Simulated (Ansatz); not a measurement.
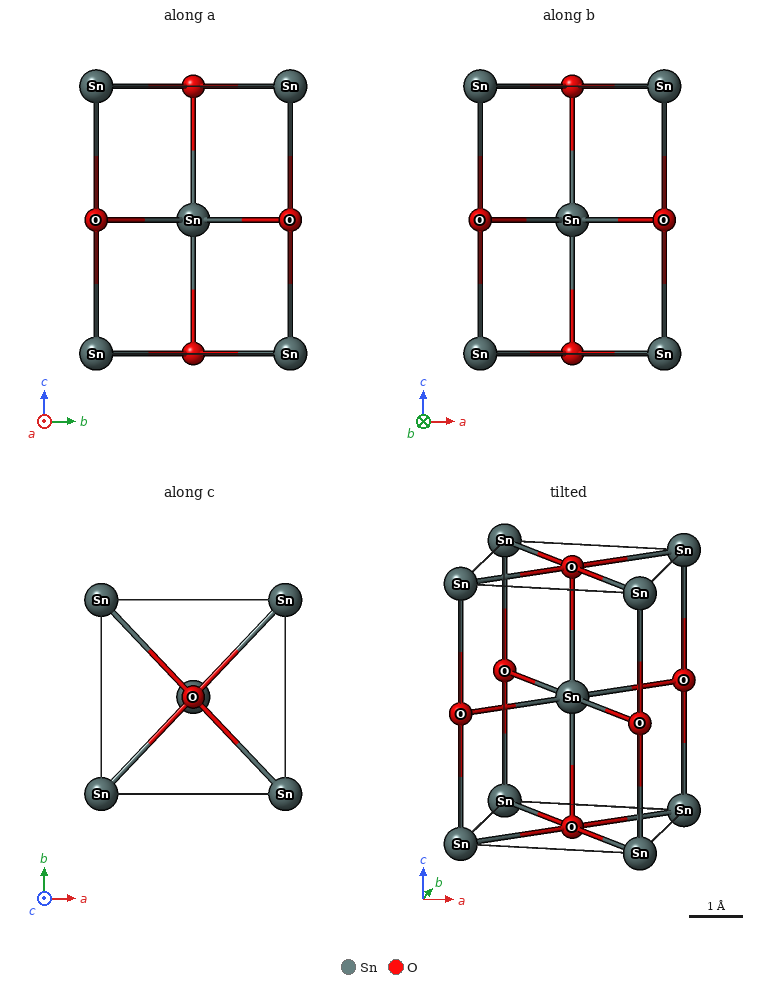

An orthographic ball-and-stick view of the structure, along the a axis, along the b axis, along the c axis and slightly off an axis. The frame is the conventional unit cell; atoms at its boundary are shown with their periodic copies.

Lattice parameters: a = 3.492 Å, b = 3.684 Å, c = 5.074 Å, α = 90.00°, β = 90.00°, γ = 90.00°. Put a along x and b in the xy plane.

**From the views, write a POSCAR file.**

```
Sn O
1.0
     3.492    0.000    0.000
     0.000    3.684    0.000
     0.000    0.000    5.074
Sn O
2 2
Direct
  0.0000 0.0000 0.0000
  0.5000 0.5000 0.5000
  0.5000 0.5000 0.0000
  0.0000 0.0000 0.5000
```

Origin of the cell: a structure type filled with these elements by a generator (whether the compound takes this form wasn't checked). The cell was then strained or its atoms displaced on purpose. It was run through Ansatz as a DFT input.
